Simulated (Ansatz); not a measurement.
# Twisted silicene bilayer, 7.34° (244 atoms): taking the cell apart, part 2 of 3

Aim: the interaction energy between the two parts of twisted silicene bilayer, 7.34° (244 atoms) and its distance dependence.

Ansatz 0.2.0; Kohn-Sham DFT, PBEsol, PAW (set soft_2), plane waves.

So far. Step 2 (Single point at the start): The r.m.s. force at the start is 0.23 eV/Å. Step 3 (Relaxation): The relaxation was stopped at its limit after 30 steps, 42.0 eV below its start, with a largest force component of 0.26 eV/Å.

## Step 4: Single point at the relaxed geometry

One more single point at the end of the walk gives the fuller output and checks the residual forces.

input.yaml reads:

```yaml
crystal:
  lattice:
    - [30.1476, 0.0, 0.0]
    - [-15.0738, 26.10859, 0.0]
    - [0.0, 0.0, 18.14]
  atoms:
    - { symbol: Si, position: [0.08114, 0.84863, 0.42459] }
    - { symbol: Si, position: [0.08986, 0.78779, 0.3499] }
    - { symbol: Si, position: [0.14509, 0.00878, 0.43701] }
    - { symbol: Si, position: [0.14572, 0.93411, 0.3964] }
    - { symbol: Si, position: [0.10586, 0.63682, 0.352] }
    - { symbol: Si, position: [0.11588, 0.57925, 0.43414] }
    [... 232 atom lines left out ...]
    - { symbol: Si, position: [0.57038, 0.02559, 0.61965] }
    - { symbol: Si, position: [0.56291, 0.94688, 0.58716] }
    - { symbol: Si, position: [0.65017, 0.17208, 0.58641] }
    - { symbol: Si, position: [0.6428, 0.09219, 0.55999] }
    - { symbol: Si, position: [0.63293, 0.93794, 0.58515] }
    - { symbol: Si, position: [0.62062, 0.85261, 0.57899] }
kpoints:
  mp_grid: { grid: [3, 3, 1] }
hamiltonian:
  xc: pbesol
scf:
  occupations: { method: fermi_dirac, width: 0.05 }
output:
  forces: true
  populations: true
  dos:
    method: { smearing: { sigma: 0.08 } }
    de: 0.1
    projected: { site_lists: { Si: [Si] } }
  eigenvalues: true
  write_density: true
  write_potential: true
  volumetric_format: npy
  elf: true
```

Started as:

```sh
> ansatz run input.yaml --threads 11 --pin off --max-ram 102400MiB --backend cuda --events-out ev --progress --plain --runs-dir out
```

Numbers of over 12 decimals in the logs are rounded to 6 here.

Output:

```text
[...]
GPU FFT provider: cuFFT
GPU libraries: cuBLAS 13.8.2, cuFFT 12.4.0, cuSOLVER 12.3.4
Crystal: 244 atoms, lattice volume = 14278.199 Å³
Basis set: ecut = 420 eV, 279229 PW (Γ), exchange–correlation on 432×432×250 points (8 copies of the dense FFT grid, shifted against one another)
Bands: 732, of which v1, the nominal top of the filled ones, is band 488 counted from 1 (487 counted from 0)
Symmetry: 1 space group operations
[...]
k-points: 5 of 9 (time reversal used)
[...]
GPU buffer pool allocated for 5832000 grid points (all kernels)
[...]
SCF iter   1: F=—  HF=-151521.768463 eV  |F-HF|=—  |Δ(HF+E_count)|=         —  Δρ=2.67e-3  dr2=5.41e0  ethr=1.77e-3  ⟨swp⟩=7.4  Hψ=21694  notcnv=0  defer=682
[...]
SCF iter  13: F=-151521.134141 eV  HF=-151521.134141 eV  |F-HF|=1.26e-8  |Δ(HF+E_count)|=   1.68e-7  Δρ=3.51e-7  dr2=6.10e-8  ethr=1.02e-11  ⟨swp⟩=129.8  Hψ=42252  notcnv=0
SCF 1 converged in 13 iterations: F = -151521.134141 eV  dr2 = 6.10e-8
[...]
WARN: The output density's exchange-correlation potential varies sharply where the density is thin. Do not read a vacuum level from v_tot or v_xc, or from such a field of the output density. On a cell that repeats whose density bears no net charge and no dipole along the vacuum's axis use v_es (v_loc + v_h of the components); [...]
SCF converged after 13 iterations
Free energy (F): -151521.134141 eV
[...]
Internal energy: -151520.791447 eV  (E = F + TS)
E sigma→0 (E₀):  -151520.962794 eV
Entropy (-TS):   -0.342694 eV (-1.404 meV/atom)
Fermi energy:    -0.856863 eV
[...]
--- Forces (eV/Å), atoms counted from 1 ---
  atom   1  Si    -0.02207019     0.00653490     0.01056055
  atom   2  Si    -0.00254388    -0.01023910     0.01730383
  atom   3  Si     0.01180337     0.02920347    -0.02792119
  atom   4  Si    -0.01777405    -0.00673841     0.03542096
  atom   5  Si    -0.01083907     0.00190117     0.00568181
  atom   6  Si    -0.00408989    -0.00046041    -0.00619226
  atom   7  Si     0.02003476     0.01068487    -0.00017401
  atom   8  Si    -0.01725228     0.00169316     0.00870135
  atom   9  Si    -0.01373154    -0.01226012     0.03065623
  atom  10  Si     0.00488093    -0.00978543    -0.01408006
  atom  11  Si     0.00255593    -0.01046539     0.00879546
  atom  12  Si    -0.01177657    -0.00658877     0.01473598
  atom  13  Si    -0.00196383    -0.00206638    -0.01444397
  atom  14  Si    -0.00263560    -0.00246936     0.01851003
[...]
atom 243  Si    -0.00085528    -0.01710473    -0.01850202
  atom 244  Si    -0.00139495     0.01450959    -0.00231689
  max |Σ_I F_I| component: 7.36e-5 eV/Å
--- Band table (eV; the first three rows and the last of 5) ---
[...]
--- Löwdin populations: 244 sites ---
  site symbol       q [e]
     0     Si      3.9431
     1     Si      4.0758
     2     Si      3.9136
[...]
243     Si      3.9487
  spilling = 0.014700 (of n_electrons = 976.000000)
```

It took 2 min on 1 × NVIDIA H100 80GB HBM3 with 11 threads of AMD EPYC 7R13 (Zen 3), shared host; peak memory 10 GiB.

The program notes that it cut back its work space to fit the memory limit and the exchange-correlation potential is rough where the density is thin.

Read from the output:

- free energy: -151521.1341 eV
- free energy per atom: -620.9883 eV/atom
- SCF cycles: 13
- r.m.s. force component: 0.02954 eV/Å
- longest force: 0.2692 eV/Å
- Fermi energy: -0.8569 eV
- levels partly filled by over 2 per cent: 47
- potential in mid-vacuum, over the Fermi level: 4.669 eV
- potential 4.5 Å over the upper face: 4.663 eV
- potential 4.5 Å under the lower face: 4.675 eV
- spilling of the projection: 0.0147

Neighbours are counted within 2.98 Å (Si-Si), the cutoffs taken from the relaxation.

Length of the force by element and coordination:

```tsv
element	coordination	atoms	mean length of the force (eV/Å)	spread	least	most
Si	all	244	0.0359	0.0365	0.0017	0.269
Si	3	37	0.0375	0.0316	0.0017	0.138
Si	4	126	0.0379	0.041	0.0031	0.269
Si	5	55	0.0391	0.0339	0.0065	0.154
Si	6	24	0.0173	0.0105	0.0047	0.049
Si	7	2	0.0133	0.007	0.0064	0.0203
```

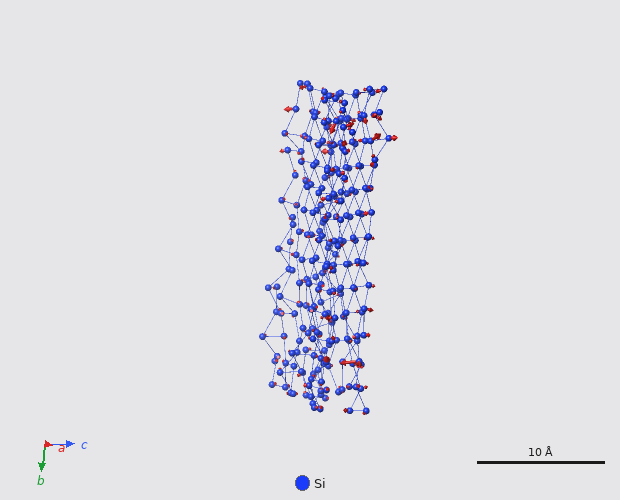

Forces as arrows; the longest in the cell is 0.269 eV/Å.

The mean of these charges, 0.059 e, is only the charge that the projection spills.

Löwdin charges by element and coordination (they lack the spilled electrons, 0.059 e an atom on average):

```tsv
element	coordination	atoms	mean charge (e)	spread	least	most
Si	all	244	0.0588	0.0623	-0.0998	0.166
Si	3	37	-0.0112	0.0633	-0.0998	0.132
Si	4	126	0.0442	0.0465	-0.0409	0.151
Si	5	55	0.102	0.0294	0.0333	0.166
Si	6	24	0.138	0.0156	0.105	0.165
Si	7	2	0.141	0.002	0.139	0.143
```

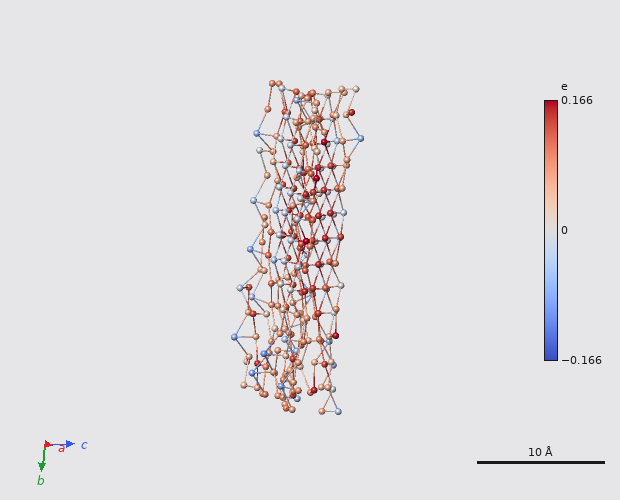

Atoms coloured by Löwdin charge.

By region:

```tsv
region	atoms	mean length of the force (eV/Å)
layer 1	122	0.035
layer 2	122	0.037
```

States in the cell by windows of 1 eV, zero at the Fermi level; the larger projections on atomic orbitals stand beside the total:

```tsv
from (eV)	to (eV)	total	Si p	Si s
-10	-9	63.7	20.0	43.4
-9	-8	74.6	28.1	46.0
-8	-7	60.2	26.4	33.3
-7	-6	65.3	33.0	31.6
-6	-5	64.9	38.3	25.8
-5	-4	80.4	61.2	17.9
-4	-3	132.2	115.7	14.3
-3	-2	130.0	116.4	11.4
-2	-1	116.2	103.0	10.5
-1	0	85.3	71.7	10.9
0	1	85.0	60.5	17.8
1	2	128.0	86.6	26.4
```

The curve was stored every 0.100 eV, coarse against its broadening of 0.08 eV, so these counts are rough.

Between -13 and -10 eV lie 105 more states.

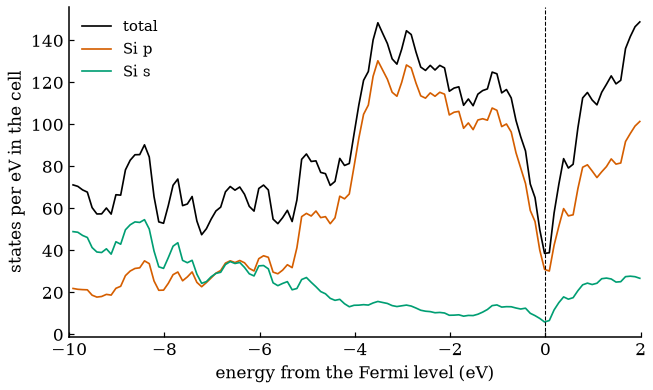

Total and projected density of states, with the broadening of the input.

The levels nearest the highest filled one (over half full), pooled over k-points and spins:

```tsv
level less the highest filled one (eV)	occupation
-0.0387	1.61
-0.0217	1.49
-0.0055	1.36
-0.0021	1.33
-2.0e-4	1.31
0	1.31
0.0479	0.844
0.049	0.832
0.0516	0.808
0.0534	0.79
0.0554	0.771
0.111	0.342
```

Planar average of the electrostatic potential energy along the normal, with the Fermi level as zero, after a running mean with a triangular window 4 Å wide at its base:

```tsv
height (Å)	potential energy (eV)
0.0	4.67
0.7	4.67
1.5	4.67
2.2	4.68
2.9	4.67
3.6	4.64
4.4	4.45
5.1	3.69
5.8	1.68
6.5	-1.67
7.3	-4.80
8.0	-6.26
8.7	-6.21
9.3	-6.17
10.0	-6.34
10.7	-5.31
11.5	-2.43
12.2	1.06
12.9	3.41
13.6	4.36
14.4	4.60
15.1	4.65
15.8	4.66
16.5	4.66
17.3	4.67
18.0	4.67
```

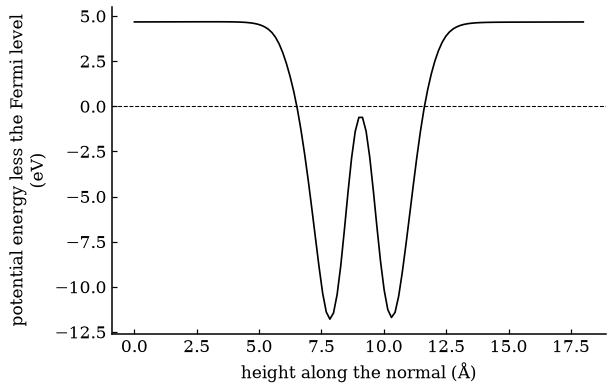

Planar average of the electrostatic potential energy; the dashed line is the Fermi level.

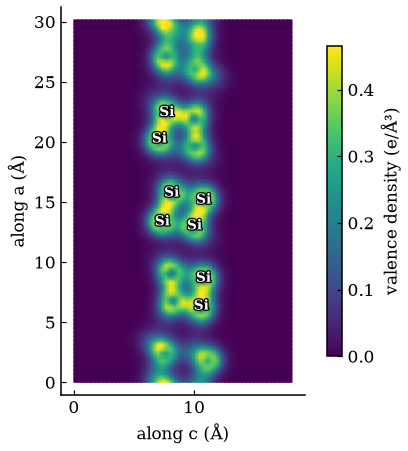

Valence density in the ca plane at fractional y = 0.107, with atoms of Si within 0.2 Å of it. It is the smooth field of the valence electrons, not physical close to the nuclei.

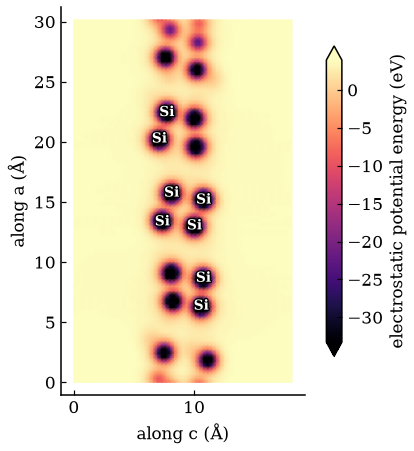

Electrostatic potential energy in the ca plane at fractional y = 0.107, with atoms of Si within 0.2 Å of it. With pseudopotentials it is smooth inside the atoms' cores, unlike the true potential.

No gap is quoted, since levels at the Fermi energy are partly filled. Löwdin charges run from -0.10 to +0.17 e, about a mean that is the spilled charge alone. Within 0.4 eV of the Fermi level the largest share is Si p (81 % of the projected weight). The potential stands 4.66 eV above the Fermi level over the upper face and 4.68 eV under the lower one, a reading of the work function, with no dipole correction.

## Step 5: The lower part alone

The lower part (layer 1) is solved alone, atoms held, in the same cell.

input.yaml reads:

```yaml
crystal:
  lattice:
    - [30.1476, 0.0, 0.0]
    - [-15.0738, 26.10859, 0.0]
    - [0.0, 0.0, 18.14]
  atoms:
    - { symbol: Si, position: [0.08114, 0.84863, 0.42459] }
    - { symbol: Si, position: [0.08986, 0.78779, 0.3499] }
    - { symbol: Si, position: [0.14509, 0.00878, 0.43701] }
    - { symbol: Si, position: [0.14572, 0.93411, 0.3964] }
    - { symbol: Si, position: [0.10586, 0.63682, 0.352] }
    - { symbol: Si, position: [0.11588, 0.57925, 0.43414] }
    [... 110 atom lines left out ...]
    - { symbol: Si, position: [0.04158, 0.49738, 0.4485] }
    - { symbol: Si, position: [0.04771, 0.42173, 0.44801] }
    - { symbol: Si, position: [0.98598, 0.13672, 0.44141] }
    - { symbol: Si, position: [0.99074, 0.06946, 0.38936] }
    - { symbol: Si, position: [0.06206, 0.29205, 0.4398] }
    - { symbol: Si, position: [0.05558, 0.21484, 0.39801] }
kpoints:
  mp_grid: { grid: [3, 3, 1] }
hamiltonian:
  xc: pbesol
scf:
  occupations: { method: fermi_dirac, width: 0.05 }
output:
  forces: true
  eigenvalues: true
  write_density: true
  write_potential: true
  volumetric_format: npy
```

Output:

```text
[...]
GPU FFT provider: cuFFT
GPU libraries: cuBLAS 13.8.2, cuFFT 12.4.0, cuSOLVER 12.3.4
Crystal: 122 atoms, lattice volume = 14278.199 Å³
Basis set: ecut = 420 eV, 279229 PW (Γ), exchange–correlation on 432×432×250 points (8 copies of the dense FFT grid, shifted against one another)
Bands: 366, of which v1, the nominal top of the filled ones, is band 244 counted from 1 (243 counted from 0)
Symmetry: 1 space group operations
[...]
k-points: 5 of 9 (time reversal used)
[...]
GPU buffer pool allocated for 5832000 grid points (all kernels)
[...]
GPU projectors: on the FFT box's points about the atoms, with room for 940132 of them (8 bands a pass); a geometry past the room, sums that fail their trial, or a want of GPU memory keeps the tables, and a block in half precision can take them where they are the faster
[...]
SCF iter   1: F=—  HF=-75715.486583 eV  |F-HF|=—  |Δ(HF+E_count)|=         —  Δρ=2.06e-3  dr2=2.12e0  ethr=1.77e-3  ⟨swp⟩=7.0  Hψ=9348  notcnv=0  defer=279
[...]
SCF iter  11: F=—  HF=-75715.283805 eV  |F-HF|=—  |Δ(HF+E_count)|=   3.59e-7  Δρ=4.72e-7  dr2=1.06e-7  ethr=1.15e-10  ⟨swp⟩=2.0  Hψ=2544  notcnv=0  defer=354
SCF iter  12: F=-75715.283805 eV  HF=-75715.283805 eV  |F-HF|=5.71e-8  |Δ(HF+E_count)|=   1.25e-7  Δρ=2.24e-7  dr2=1.77e-8  ethr=2.05e-11  ⟨swp⟩=28.8  Hψ=17874  notcnv=0
SCF 1 converged in 12 iterations: F = -75715.283805 eV  dr2 = 1.77e-8
[...]
SCF converged after 12 iterations
Free energy (F): -75715.283805 eV
[...]
Internal energy: -75715.102522 eV  (E = F + TS)
E sigma→0 (E₀):  -75715.193164 eV
Entropy (-TS):   -0.181283 eV (-1.486 meV/atom)
Fermi energy:    -2.833684 eV
[...]
Σ components = -75715.283805   (vs F -75715.283805, Δ=0.00e0)
--- Forces (eV/Å), atoms counted from 1 ---
  atom   1  Si    -0.47870044     1.12578252    -0.33879141
  atom   2  Si    -0.39348526    -0.10161854     0.93173277
  atom   3  Si    -0.20543089     0.28140923    -0.00715454
  atom   4  Si     0.12697806     0.03245928     0.66164601
[...]
atom 122  Si    -0.00504256     0.26818640     0.96073653
  max |Σ_I F_I| component: 5.42e-5 eV/Å
--- Band table (eV; the first three rows and the last of 5) ---
[...]
```

Wall time 34 s (1 × NVIDIA H100 80GB HBM3 with 11 threads); peak memory 3.6 GiB; 53 s of CPU time.

## Step 6: The upper part alone

The upper part (layer 2) is solved alone in the same way.

input.yaml, the sections that differ from step 5:

```yaml
crystal:
  lattice:
    - [30.1476, 0.0, 0.0]
    - [-15.0738, 26.10859, 0.0]
    - [0.0, 0.0, 18.14]
  atoms:
    - { symbol: Si, position: [0.75172, 0.77858, 0.55733] }
    - { symbol: Si, position: [0.74972, 0.69899, 0.54419] }
    - { symbol: Si, position: [0.74133, 0.54579, 0.59206] }
    - { symbol: Si, position: [0.73438, 0.4681, 0.54936] }
    - { symbol: Si, position: [0.82069, 0.69503, 0.59535] }
    - { symbol: Si, position: [0.81599, 0.61929, 0.54891] }
    [... 110 atom lines left out ...]
    - { symbol: Si, position: [0.57038, 0.02559, 0.61965] }
    - { symbol: Si, position: [0.56291, 0.94688, 0.58716] }
    - { symbol: Si, position: [0.65017, 0.17208, 0.58641] }
    - { symbol: Si, position: [0.6428, 0.09219, 0.55999] }
    - { symbol: Si, position: [0.63293, 0.93794, 0.58515] }
    - { symbol: Si, position: [0.62062, 0.85261, 0.57899] }
# kpoints, hamiltonian, scf, output: as in step 5
```

Output:

```text
[...]
GPU FFT provider: cuFFT
GPU libraries: cuBLAS 13.8.2, cuFFT 12.4.0, cuSOLVER 12.3.4
Crystal: 122 atoms, lattice volume = 14278.199 Å³
Basis set: ecut = 420 eV, 279229 PW (Γ), exchange–correlation on 432×432×250 points (8 copies of the dense FFT grid, shifted against one another)
Bands: 366, of which v1, the nominal top of the filled ones, is band 244 counted from 1 (243 counted from 0)
Symmetry: 1 space group operations
[...]
k-points: 5 of 9 (time reversal used)
[...]
GPU buffer pool allocated for 5832000 grid points (all kernels)
[...]
SCF iter   1: F=—  HF=-75716.423124 eV  |F-HF|=—  |Δ(HF+E_count)|=         —  Δρ=2.03e-3  dr2=1.91e0  ethr=1.77e-3  ⟨swp⟩=7.0  Hψ=9555  notcnv=0  defer=283
[...]
SCF iter  11: F=—  HF=-75716.249177 eV  |F-HF|=—  |Δ(HF+E_count)|=   4.06e-7  Δρ=6.92e-7  dr2=2.53e-7  ethr=2.15e-10  ⟨swp⟩=2.0  Hψ=2308  notcnv=0  defer=356
SCF iter  12: F=-75716.249177 eV  HF=-75716.249177 eV  |F-HF|=6.90e-8  |Δ(HF+E_count)|=   7.16e-8  Δρ=3.47e-7  dr2=4.89e-8  ethr=2.05e-11  ⟨swp⟩=29.0  Hψ=18558  notcnv=0
SCF 1 converged in 12 iterations: F = -75716.249177 eV  dr2 = 4.89e-8
[...]
SCF converged after 12 iterations
Free energy (F): -75716.249177 eV
[...]
Internal energy: -75716.087291 eV  (E = F + TS)
E sigma→0 (E₀):  -75716.168234 eV
Entropy (-TS):   -0.161886 eV (-1.327 meV/atom)
Fermi energy:    -2.844638 eV
[...]
Σ components = -75716.249177   (vs F -75716.249177, Δ=0.00e0)
--- Forces (eV/Å), atoms counted from 1 ---
  atom   1  Si     0.21798169    -0.04950286     0.57911138
  atom   2  Si    -0.06928393     0.17022037     0.77808639
  atom   3  Si    -0.19204687    -0.00205654    -1.19693302
  atom   4  Si     0.01409264     0.23222434     1.24744007
[...]
atom 122  Si    -0.19053250     0.67489935     1.15416338
  max |Σ_I F_I| component: 3.56e-5 eV/Å
--- Band table (eV; the first three rows and the last of 5) ---
[...]
```

Wall time 34 s (1 × NVIDIA H100 80GB HBM3 with 11 threads); peak memory 3.6 GiB.

The whole (-151521.134 eV) less the lower (-75715.284 eV) and the upper part (-75716.249 eV) leaves -89.601 eV.

## Step 7: Upper part moved by +0.3 Å

Moving the upper part rigidly maps the well in which it sits.

input.yaml reads:

```yaml
crystal:
  lattice:
    - [30.1476, 0.0, 0.0]
    - [-15.0738, 26.10859, 0.0]
    - [0.0, 0.0, 18.14]
  atoms:
    - { symbol: Si, position: [0.08114, 0.84863, 0.42459] }
    - { symbol: Si, position: [0.08986, 0.78779, 0.3499] }
    - { symbol: Si, position: [0.14509, 0.00878, 0.43701] }
    - { symbol: Si, position: [0.14572, 0.93411, 0.3964] }
    - { symbol: Si, position: [0.10586, 0.63682, 0.352] }
    - { symbol: Si, position: [0.11588, 0.57925, 0.43414] }
    [... 232 atom lines left out ...]
    - { symbol: Si, position: [0.57038, 0.02559, 0.63619] }
    - { symbol: Si, position: [0.56291, 0.94688, 0.6037] }
    - { symbol: Si, position: [0.65017, 0.17208, 0.60295] }
    - { symbol: Si, position: [0.6428, 0.09219, 0.57653] }
    - { symbol: Si, position: [0.63293, 0.93794, 0.60169] }
    - { symbol: Si, position: [0.62062, 0.85261, 0.59553] }
kpoints:
  mp_grid: { grid: [3, 3, 1] }
hamiltonian:
  xc: pbesol
scf:
  occupations: { method: fermi_dirac, width: 0.05 }
output:
  forces: true
  eigenvalues: true
```

Output:

```text
[...]
GPU FFT provider: cuFFT
GPU libraries: cuBLAS 13.8.2, cuFFT 12.4.0, cuSOLVER 12.3.4
Crystal: 244 atoms, lattice volume = 14278.199 Å³
Basis set: ecut = 420 eV, 279229 PW (Γ), exchange–correlation on 432×432×250 points (8 copies of the dense FFT grid, shifted against one another)
Bands: 732, of which v1, the nominal top of the filled ones, is band 488 counted from 1 (487 counted from 0)
Symmetry: 1 space group operations
[...]
k-points: 5 of 9 (time reversal used)
[...]
GPU buffer pool allocated for 5832000 grid points (all kernels)
[...]
SCF iter   1: F=—  HF=-151508.435763 eV  |F-HF|=—  |Δ(HF+E_count)|=         —  Δρ=2.57e-3  dr2=5.25e0  ethr=1.77e-3  ⟨swp⟩=7.0  Hψ=21112  notcnv=0  defer=638
[...]
SCF iter  12: F=—  HF=-151507.891111 eV  |F-HF|=—  |Δ(HF+E_count)|=   6.96e-8  Δρ=5.27e-7  dr2=1.88e-7  ethr=5.53e-11  ⟨swp⟩=3.0  Hψ=5163  notcnv=0  defer=748
SCF iter  13: F=-151507.891111 eV  HF=-151507.891111 eV  |F-HF|=1.43e-8  |Δ(HF+E_count)|=   1.14e-9  Δρ=2.30e-7  dr2=2.99e-8  ethr=1.02e-11  ⟨swp⟩=102.6  Hψ=26750  notcnv=0
SCF 1 converged in 13 iterations: F = -151507.891111 eV  dr2 = 2.99e-8
[...]
SCF converged after 13 iterations
Free energy (F): -151507.891111 eV
[...]
Internal energy: -151507.439035 eV  (E = F + TS)
E sigma→0 (E₀):  -151507.665073 eV
Entropy (-TS):   -0.452076 eV (-1.853 meV/atom)
Fermi energy:    -0.799216 eV
[...]
Σ components = -151507.891111   (vs F -151507.891111, Δ=0.00e0)
--- Forces (eV/Å), atoms counted from 1 ---
  atom   1  Si    -0.12111915     0.16784911     0.81023616
  atom   2  Si    -0.10368368    -0.12472655     0.26571191
  atom   3  Si     0.09745206    -0.49920827     0.97614525
  atom   4  Si     0.08043571    -0.02781398     0.29725210
[...]
atom 244  Si     0.02438595    -0.03004195    -0.88461862
  max |Σ_I F_I| component: 1.54e-4 eV/Å
--- Band table (eV; the first three rows and the last of 5) ---
[...]
```

Wall time 90 s (1 × NVIDIA H100 80GB HBM3 with 11 threads); peak memory 3.3 GiB; 1.8 min of CPU time.

Upper part moved by +0.3 Å: the energy stands 13.2 eV above that of the reference.

(Part 2 of 3 ends here.)

[Logs are printed without paths, hosts, clocks, repeated set-up lines and the standing remarks that a program may print on its own settings, such as how far it seeks lower states.]

[Hosts, paths, dates, database ids (printed as entryN), source tags and the programs' standing remarks are cut or masked in the printed files.]
